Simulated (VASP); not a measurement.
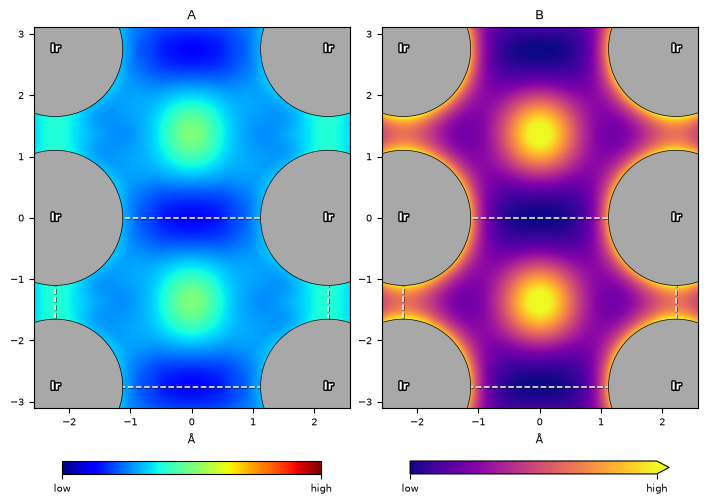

Ir: 2 fields on the (100) plane of the conventional cell, with unlabelled colour scales. Grey discs cover the atomic cores.

Space group P6/mmm; a generated structure, not necessarily the stable one; computed pressure about 2 GPa in this cell.

These are results of VASP 6.6.1, Kohn-Sham DFT of a periodic cell, BLYP, VASP PAW PBE potentials, recommended, not measurements.

```
Ir
1.0
     4.45207    0.00000    0.00000
    -2.22604    3.85561    0.00000
     0.00000    0.00000    2.75481
Ir
3
Direct
  0.00000 0.00000 0.00000
  0.33333 0.66667 0.50000
  0.66667 0.33333 0.50000
```

Question: The panels show electron localisation function and valence pseudo-density in some order. Assign them.

Answer: Panel A: electron localisation function. Panel B: valence pseudo-density. From the grid: Ir–Ir (2.75 Å): the density is about 0.4 e/Å³ at the midpoint; the ELF is about 0.40 at the midpoint.
